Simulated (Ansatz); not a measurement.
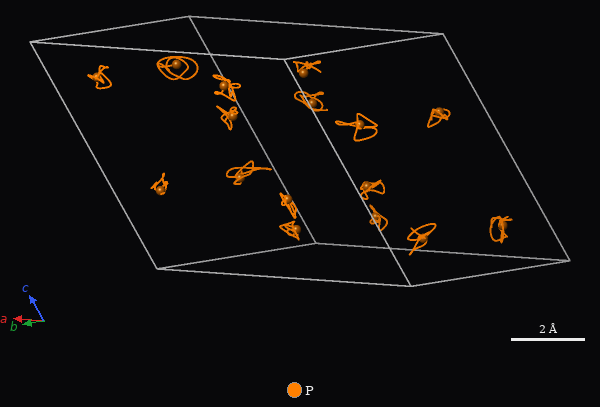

A Born-Oppenheimer molecular dynamics run of a 16-atom cell of P (set up in R-3m), 552 fs long. Lines trace each atom's path, in the colour of its element; spheres stand at the starting positions. Seen from a free direction in the reduced simulation cell.

Computed with DFT PBE+D3(BJ), scalar-relativistic, plane waves, PAW in Ansatz. Settings: plane-wave cutoff 420 eV; k-point mesh 2 × 2 × 2; Fermi-Dirac smearing 0.224 eV; volume 1.1 times that of the relaxed crystal; constant energy (NVE); velocities drawn for 2600 K; time step 6 fs.

> Describe the motion.

In the second half of the run the atoms are, in the root-mean-square, this far from where they began (common drift taken out): P 0.36 Å. That is small against the typical shortest distance between atoms in the first frame, about 2.4 Å: the atoms vibrate about their sites and the arrangement holds. Bond changes: 2 P–P contacts open and close in turn; 16 P–P bonds break between 90 fs and 540 fs; 16 P–P bonds form between 150 fs and 546 fs. Over the second half the temperature averages 1228 K (spread ±176 K). The potential energy in the second half lies on average 169 meV per atom above the first frame. The mean pressure there is −3.4 GPa. The total energy moves between 0 and 5.2 meV per atom from its start, in jumps that begin near 6 fs. That is too much for reliable dynamics. The time step of 6 fs is long for the fastest vibrations here (lightest element phosphorus).

Cost: 2.3 min on 4 threads of Arm Neoverse V2, with other jobs on the host, peak memory 0.62 GiB.
